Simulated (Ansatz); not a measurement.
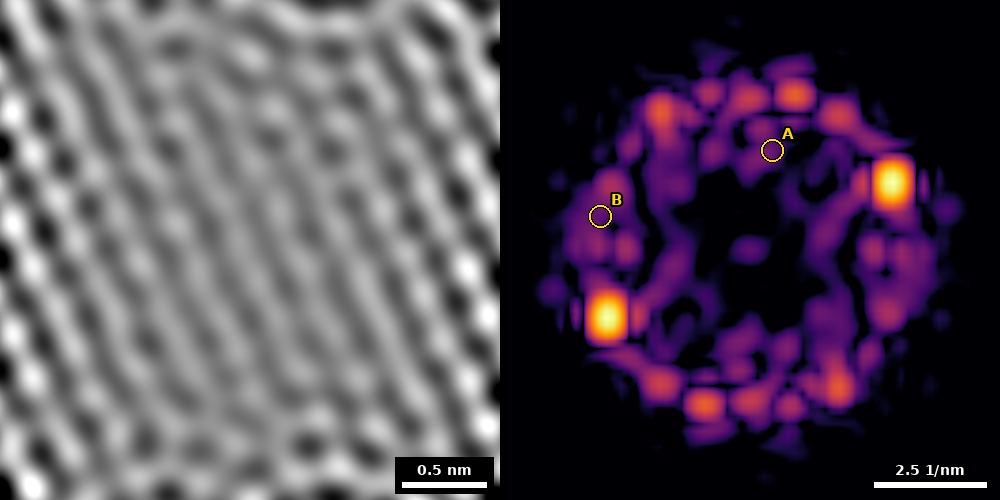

Phase-contrast TEM-like image of Mo (Fmmm, No. 69) along [101]. Simulated in the weak-phase-object approximation with neutral-atom potentials: 80 kV, Cs = 0.50 mm, defocus −548 Å (negative is underfocus), defocus spread 40 Å, aperture 0.35 1/Å. The speckle of an amorphous layer was added. Atomic positions: the geometry relaxed with DFT PBE, scalar-relativistic, plane waves, PAW in Ansatz; the starting structure was generated, so it need not be a known form of this composition.

The right panel is the modulus of the image's Fourier transform on a logarithmic scale.

a = 3.064 Å, b = 4.387 Å, c = 9.799 Å, α = 90.00°, β = 90.00°, γ = 90.00°

### Index the marked spots and give their plane spacings (the zone axis points at the viewer; indices equivalent by symmetry, or all signs reversed, are as good).

A: (0 -1 0), d = 4.39 Å; B: (1 0 -1), d = 2.92 Å. A and B enclose 90°, and every spot obeys the zone law hu + kv + lw = 0 for [101].
